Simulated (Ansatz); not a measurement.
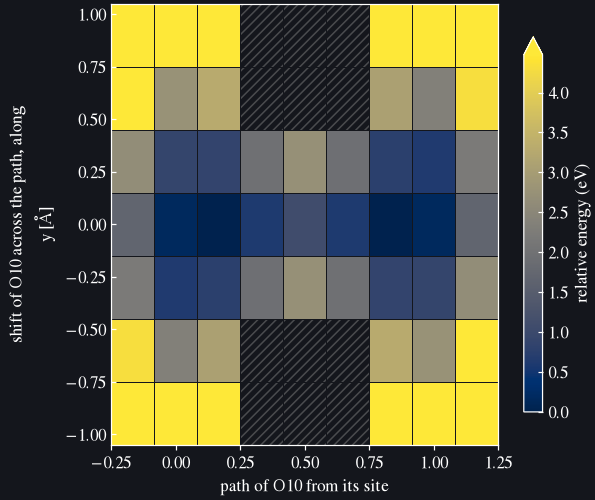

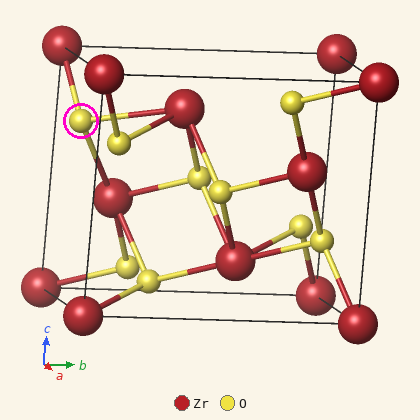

Energy landscape of ZrO₂ (Fm-3m phase) with one O vacancy (14 atoms in the cell, cell charge +2). An atom moved over a plane that holds its own site and a neighbouring vacancy (z along [1 0 0] of the conventional cell). First axis: path of O10 from its site (0) to the vacancy (1), 2.532 Å. Second axis: shift of O10 across the path, along y. Nothing is relaxed (all other atoms held at the sites of the perfect crystal). The scan uses a 9 × 7 grid; 26 points were computed and 25 follow by symmetry. At 12 points there is no value (left out of the scan, as a rule where atoms come close). Points are written as (first, second). All energies are given in eV per cell relative to the lowest grid point. The band gap closes in part of the range. The cell is charged on a uniform background, without a charge correction. These are results of DFT PBEsol, scalar-relativistic, plane waves, PAW (Ansatz 0.2.0), not measurements. Settings: cutoff 420 eV, k-mesh 4×4×4, gaussian smearing 0.05 eV, no spin polarisation.

In the figure: one coloured cell a grid point, one colour for all values above the top of the scale, hatched blanks where no value was computed. The second picture is the structure at the lowest point; rings mark the moved atoms.

> Where are the lowest and the highest points?

The lowest grid point is at (0.167, 0.0 Å) [nearest 2 Zr at 1.98 Å]. The same energy is found at (0.833, 0.0 Å) [nearest 2 Zr at 1.98 Å]. The highest grid point, (−0.167, 0.9 Å) [nearest 1 Zr at 1.57 Å], lies 8.5 eV above the lowest.

The values on the grid:

```tsv
second ↓, first →	−0.167	0.000	0.167	0.333	0.500	0.667	0.833	1.000	1.167
0.9	8.5	5.6	7.0	–	–	–	6.8	5.3	7.8
0.6	5.1	2.8	3.3	–	–	–	3.1	2.4	4.3
0.3	2.7	0.9	0.9	2.0	2.7	1.9	0.8	0.6	2.2
0.0	1.7	0.2	0.0	0.6	1.1	0.6	0.0	0.2	1.7
−0.3	2.2	0.6	0.8	1.9	2.7	2.0	0.9	0.9	2.7
−0.6	4.3	2.4	3.1	–	–	–	3.3	2.8	5.1
−0.9	7.8	5.3	6.8	–	–	–	7.0	5.6	8.5
```

The whole map (26 points run) took 11 min on 4 threads of Arm Neoverse N1, on a shared host.

PAW datasets: the set soft_1.
